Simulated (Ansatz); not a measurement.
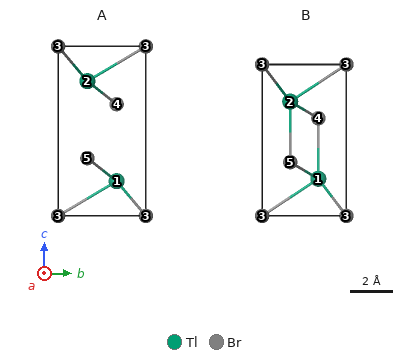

Two geometries of crystalline Tl2Br3 (built on the A-type sesquioxide_164 type) (coarse preliminary run), drawn at one scale. One is the start of a relaxation, the other its converged end. Style: ball-and-stick. Shown: the cell of the calculation, along the a axis.

Theory: DFT r2SCAN, scalar-relativistic, plane waves, PAW in Ansatz 0.2.0. Settings: plane-wave cutoff 500 eV; k-point mesh 6 × 6 × 4; occupations gaussian; smearing width 0.1 eV; no spin polarisation; cell and atoms relaxed; force threshold 0.04 eV/Å; at most 70 steps.

Q: Which of the two is the end point?

A: Structure A is the relaxed one. Case: A-type sesquioxide type (P-3m1, No. 164). The largest moves relative to the cell, 0.33 Å, are those of Tl1 and Tl2. Tl1 goes along −c. Largest moves by element: Tl 0.33 Å, Br 0.12 Å. The drawn cell changes as follows: a = b 4.744 → 4.939 Å (+4.1 %), c 7.381 → 8.263 Å (+11.9 %); the volume changes by +21.3 %. Some distances before and after: Tl1–Br4 2.952 → 3.753 Å, Tl1–Br5 2.857 → 3.064 Å, Tl1–Br3 3.282 → 3.317 Å. Bond angles that change, for instance: Tl1–Br5–Tl1 112.3° → 107.4°, Br5–Tl1–Br5 112.3° → 107.4°. The space group stays P-3m1 (No. 164). After 6 accepted moves (7 points after the start) the energy has fallen by 159 meV per atom. The largest force component goes from 1.2 to 0.017 eV/Å. The pressure goes from 7.72 to −0.20 GPa. The SCF was repeated once at an unchanged geometry on a basis and grid sized afresh for the cell, which shifted the energy by 0.7 meV per atom at most.

Limits of the set-up: an odd number of electrons was run without spin polarisation, which fails if the electron would localise.
